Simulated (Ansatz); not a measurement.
# SrTiO₃: band-structure calculation

SrTiO₃ (Pm-3m, 5 atoms in the cell), computed with DFT PBEsol, scalar-relativistic, plane waves, PAW, no spin polarisation (Ansatz 0.2.0).

The structure derives from an entry of the Crystallography Open Database. Figures and captions count atoms from 1; the log counts them from 0 in places.

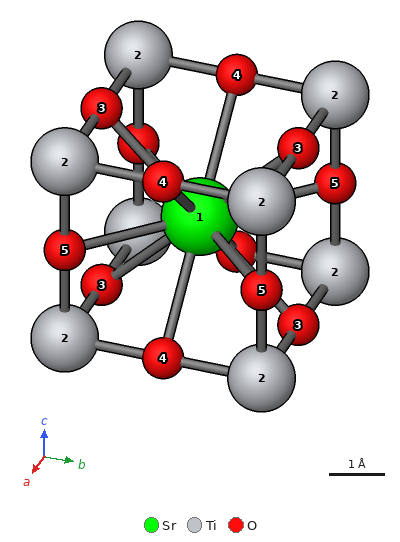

The structure as given in the input (ball-and-stick view of the cell of the calculation, seen at an oblique angle; atoms are numbered from 1 in the order of the input).

Input file
```yaml
crystal:
  lattice:
    - [3.8755096039, 0.0, 0.0]
    - [0.0, 3.8755096039, 0.0]
    - [0.0, 0.0, 3.8755096039]
  atoms:
    - { symbol: Sr, position: [0.5, 0.5, 0.5] }
    - { symbol: Ti, position: [0.0, 0.0, 0.0] }
    - { symbol: O, position: [0.5, 0.0, 0.0] }
    - { symbol: O, position: [0.0, 0.5, 0.0] }
    - { symbol: O, position: [0.0, 0.0, 0.5] }
basis:
  ecutwfc: 420
kpoints:
  mp_grid: { grid: [8, 8, 8] }
  band_path:
    path:
      - [[0.0, 0.0, 0.0], [0.0, 0.5, 0.0], [0.5, 0.5, 0.0], [0.0, 0.0, 0.0], [0.5, 0.5, 0.5], [0.0, 0.5, 0.0]]
      - [[0.5, 0.5, 0.5], [0.5, 0.5, 0.0]]
    npoints: 12
hamiltonian:
  xc: pbesol
scf:
  occupations: { method: gaussian, width: 0.02 }
  n_extra_bands: 6
output:
  forces: true
  stress: true
  eigenvalues: true
```

Launch command:
```bash
ansatz run input.yaml --threads 2 --pin off --max-ram 5120MiB --backend cpu --events-out ev --progress --plain --runs-dir out
```

What the program printed
```
scf.n_extra_bands = 6 over 20 filled bands (N_el = 40.0): the run solves 26 bands
Engine: ansatz 0.2.0, x86_64-unknown-linux-gnu
Pseudopotentials: kind: paw
Pseudopotential: Sr, paw, valence charge 10, recommended cutoff 420 eV (normal), Sr.paw.azcp
Pseudopotential: Ti, paw, valence charge 12, recommended cutoff 420 eV (normal), Ti.paw.azcp
Pseudopotential: O, paw, valence charge 6, recommended cutoff 420 eV (normal), O.paw.azcp
Functional definition: PBEsol
  exchange = pbesol_x
  correlation = pbesol_c
Crystal: 5 atoms, lattice volume = 58.209 Å³
Basis set: ecut = 420 eV, 1141 PW (Γ), exchange–correlation on 54×54×54 points (8 copies of the dense FFT grid, shifted against one another)
Bands: 26, of which v1, the nominal top of the filled ones, is band 20 counted from 1 (19 counted from 0)
Symmetry: 48 space group operations
Space group: Pm-3m (ITA 221), of the structure as read, at distance tolerance 3.9e-5 Å
k-points: 35 of 512
Non-local potential: Sr, projectors of the file, l = 0: 3, l = 1: 2, l = 2: 2
Non-local potential: Ti, projectors of the file, l = 0: 3, l = 1: 2, l = 2: 3, l = 3: 1
Non-local potential: O, projectors of the file, l = 0: 2, l = 1: 2, l = 2: 1
PAW form: soft (Blöchl's): semilocal exchange-correlation on the pseudo side does not see the compensation charge
PAW frozen core: Sr, regenerated for the run's functional, and the local potential with it (the file was generated under x = pbe(κ = 0.804, μ = 0.2195149727645171), c = pbe(β = 0.06672455060314922))
PAW frozen core: Ti, regenerated for the run's functional, and the local potential with it (the file was generated under x = pbe(κ = 0.804, μ = 0.2195149727645171), c = pbe(β = 0.06672455060314922))
PAW frozen core: O, regenerated for the run's functional, and the local potential with it (the file was generated under x = pbe(κ = 0.804, μ = 0.2195149727645171), c = pbe(β = 0.06672455060314922))
PAW one-centre angular grid: Sr, 110 points (default); XC on 64 Gauss nodes
PAW one-centre angular grid: Ti, 590 points (default); XC on 64 Gauss nodes
PAW one-centre angular grid: O, 110 points (default); XC on 64 Gauss nodes
Initial density: superposition of atomic densities (neutral atoms: chi_scale 0, normalization atom), corrected by the library's trained network
Initial wavefunctions: pseudopotential atomic-orbital guess
Functional: x = pbesol(κ = 0.804, μ = 0.12345679012345678), c = pbesol(β = 0.046)
SCF iter   1: F=—  HF=-7657.267159 eV  |F-HF|=—  |Δ(HF+E_count)|=         —  Δρ=1.66e-2  dr2=1.33e-1  ethr=1.77e-3  ⟨swp⟩=7.9  Hψ=4865  notcnv=0
preconditioner: auto → Resta (q_TF=auto, 2.563 Å⁻¹)  ε∞=5.3  [insulator: Δε(μ)=1.675 eV  Ē_g=12.800 eV  σ=0.020 eV  W_gap=1.00  n_scr=18 (ndim 8)  ℏωp=26.7 eV  f_vac=0.000  D(μ)=0.00/eV (n_scr^D=0)  ε∞_Penn≈5.3]
SCF iter   2: F=—  HF=-7657.240382 eV  |F-HF|=—  |Δ(HF+E_count)|=   2.68e-2  Δρ=4.90e-3  dr2=1.52e-2  ethr=3.33e-4  ⟨swp⟩=2.1  Hψ=1578  notcnv=0  defer=59
SCF iter   3: F=—  HF=-7657.237821 eV  |F-HF|=—  |Δ(HF+E_count)|=   2.56e-3  Δρ=1.32e-3  dr2=1.04e-3  ethr=3.81e-5  ⟨swp⟩=2.0  Hψ=1302  notcnv=0  defer=62
SCF iter   4: F=—  HF=-7657.237681 eV  |F-HF|=—  |Δ(HF+E_count)|=   1.41e-4  Δρ=1.19e-4  dr2=5.61e-6  ethr=2.61e-6  ⟨swp⟩=2.0  Hψ=1243  notcnv=0  defer=62
SCF iter   5: F=—  HF=-7657.237917 eV  |F-HF|=—  |Δ(HF+E_count)|=   2.36e-4  Δρ=3.53e-5  dr2=4.09e-7  ethr=1.40e-8  ⟨swp⟩=2.0  Hψ=1511  notcnv=0  defer=62
SCF iter   6: F=-7657.237918 eV  HF=-7657.237917 eV  |F-HF|=1.83e-8  |Δ(HF+E_count)|=   3.91e-7  Δρ=6.87e-6  dr2=3.87e-8  ethr=2.50e-10  ⟨swp⟩=9.9  Hψ=4215  notcnv=0
SCF 1 converged in 6 iterations: F = -7657.237918 eV  dr2 = 3.87e-8
  greatest PAW one-centre occupation: 0.999 electrons in one spin orbital (limit 2), on the Ti atom at site 1 (counted from 0), in its partial waves of l = 0
```

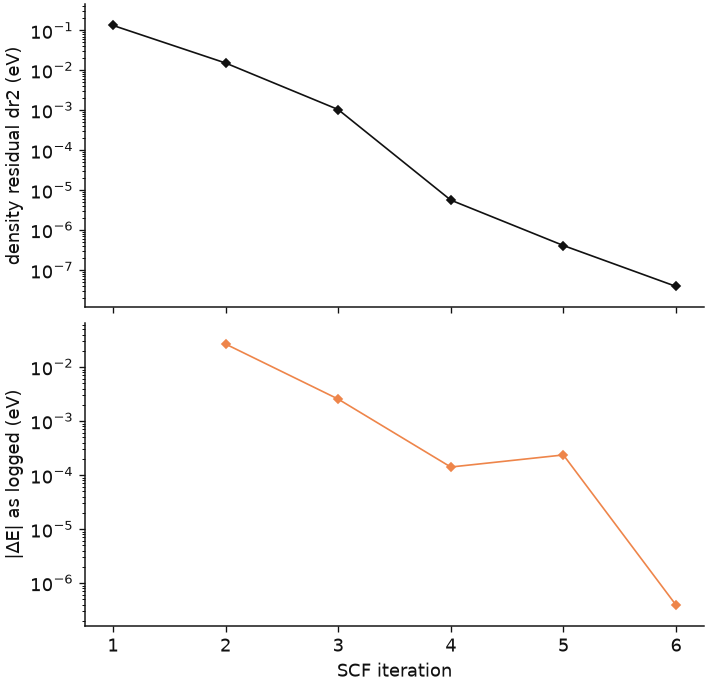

Convergence of the self-consistent field: density residual dr2 and size of the energy change against the SCF iteration. The residual falls at every step.

```
NSCF: frozen V_eff on 74 k-points
SCF converged after 6 iterations
Free energy (F): -7657.237918 eV
Harris-Foulkes:  -7657.237917 eV  (|F-HF|=1.83e-8)
Internal energy: -7657.237918 eV  (E = F + TS)
E sigma→0 (E₀):  -7657.237918 eV
Fermi energy:    11.112775 eV
--- Per-component energies (eV) ---
  E_band       = -195.143999
  E_kinetic    = 1047.682177
  E_local      = -2351.757270  (includes V_loc(G=0)·N_el)
  E_nonlocal   = 351.612096
  E_hartree    = 820.992672
  E_xc         = -491.443795
  E_vxc        = -569.585150  (∫ρ·V_xc dr)
  E_paw        = -4121.407590  (= ΣΔE_a)
  E_vpaw       = -315.094991  (= ΣTr[D̂ρ^β])
  E_aug_tail   = 0.007582  (compensation charges beyond the density's cutoff)
  E_ewald      = -2913.303386
  E_core_change = 0.379595  (= ΣΔE_core)
  E_smearing   = -0.000000  (= −TS)
  E_closure    = -0.000000  (closes the sum)
  Σ components = -7657.237918   (vs F -7657.237918, Δ=0.00e0)
--- Forces (eV/Å), atoms counted from 1 ---
  atom   1  Sr     0.00000000    -0.00000000    -0.00000000
  atom   2  Ti    -0.00000000     0.00000000    -0.00000000
  atom   3  O      0.00000000    -0.00000000     0.00000000
  atom   4  O      0.00000000     0.00000000     0.00000000
  atom   5  O      0.00000000    -0.00000000    -0.00000000
  max |Σ_I F_I| component: 2.19e-29 eV/Å
--- Stress (GPa, compression-positive) ---
        2.300086      -0.000000      -0.000000
       -0.000000       2.300086       0.000000
       -0.000000       0.000000       2.300086
  P = ⅓ Tr σ = 2.3001 GPa (23.001 kbar)
--- Band table (eV; the first three rows and the last of 35) ---
  k-point 0: bands = ["-45.8560", "-22.3356", "-22.2532", "-22.2532", "-22.2532", "-7.2567", "-6.2339", "-6.2339", "-4.3681", "-4.3681", "-4.3681", "7.3180", "7.3180", "7.3180", "8.9477", "8.9477", "8.9477", "9.8433", "9.8433", "9.8433", "12.0495", "12.0495", "12.0495", "14.7174", "14.7174", "15.5128"]
  k-point 1: bands = ["-45.8558", "-22.3583", "-22.2526", "-22.2526", "-22.2382", "-7.2627", "-6.2347", "-6.2275", "-4.3603", "-4.3603", "-4.2569", "7.1057", "7.3028", "7.3028", "8.7339", "8.7339", "8.8006", "9.3504", "9.7404", "9.7404", "12.0753", "12.4237", "12.4237", "14.7253", "15.1901", "15.7811"]
  k-point 2: bands = ["-45.8553", "-22.4006", "-22.2514", "-22.2514", "-22.2143", "-7.3316", "-6.2120", "-6.1387", "-4.3412", "-4.3412", "-4.0222", "6.5732", "7.2712", "7.2712", "8.2836", "8.2836", "8.4664", "8.4793", "9.5908", "9.5908", "12.1392", "13.1773", "13.1773", "14.7349", "16.0447", "16.4907"]
  k-point 34: bands = ["-45.8515", "-22.3266", "-22.3266", "-22.3266", "-22.2644", "-5.8184", "-5.8184", "-5.8184", "-4.6729", "-4.6729", "-4.6729", "5.4513", "5.9086", "5.9086", "6.3462", "6.3462", "6.3462", "10.1761", "10.1761", "10.1761", "14.8194", "14.8194", "14.8194", "17.1618", "17.1618", "17.1618"]
```

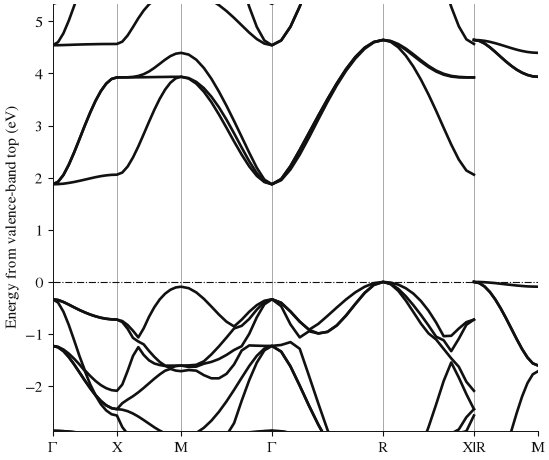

Band structure along Γ–X–M–Γ–R–X|R–M, with energies from the valence-band top. There is a gap of 1.87 eV on this path, indirect, from R to Γ.

Results in brief

- outcome: converged
- space group (tolerance 0.01 Å): Pm-3m (221)
- electrons treated: 40
- free energy: −7657.2379 eV
- Fermi energy: 11.113 eV
- gap on the k-point mesh: 1.87 eV
- gap on the band path: 1.87 eV
- pressure: 2.30 GPa
- largest force (length of the vector): under 0.001 eV/Å
- hardware: 2 threads of AMD EPYC (Zen 3), 189 GiB of memory available, shared host
- wall time: 6.6 s (CPU time 12 s)
- peak memory: 0.38 GiB
